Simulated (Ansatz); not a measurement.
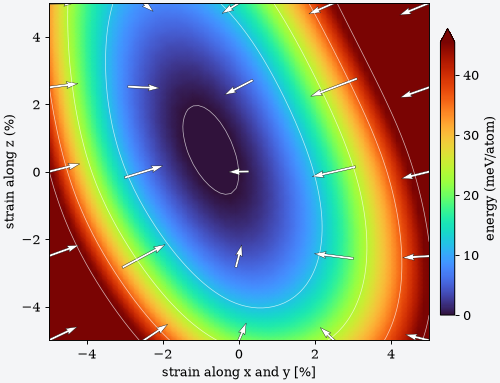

Energy landscape of Ge (I4_1/amd, No. 141; 2 atoms in the cell). The cell is strained homogeneously, by one strain along x and y and another along z, with fractional coordinates fixed (x along [1 0 0], z along [0 0 1] of the conventional cell). Coordinates scanned: (1) strain along x and y; (2) strain along z. The grid has 5 × 5 points. Points are written as (first, second). Energies are in meV/atom, from the lowest grid point. The reference cell is the one listed in the database, not relaxed at this level. The calculation used DFT PBEsol, scalar-relativistic, plane waves, PAW (Ansatz 0.2.0). Settings: cutoff 420 eV, k-mesh 20×20×20, gaussian smearing 0.15 eV, no spin polarisation.

The picture shows a smooth colour map with a few white contour lines, arrows along the force (downhill), their lengths compressed, one colour for all values above the top of the scale. Between grid points the surface is interpolated. 

Q: What does the map say about the system?

A: The lowest grid point is at (0.0 %, 0.0 %). No other kind of well shows on this grid. The highest grid point, (−5.0 %, −5.0 %), lies 107 meV/atom above the lowest. Round the minimum the valley is somewhat tilted: raising strain along x and y shifts the best value of strain along z downwards (coupling k₁₂/√(k₁₁k₂₂) about 0.5).
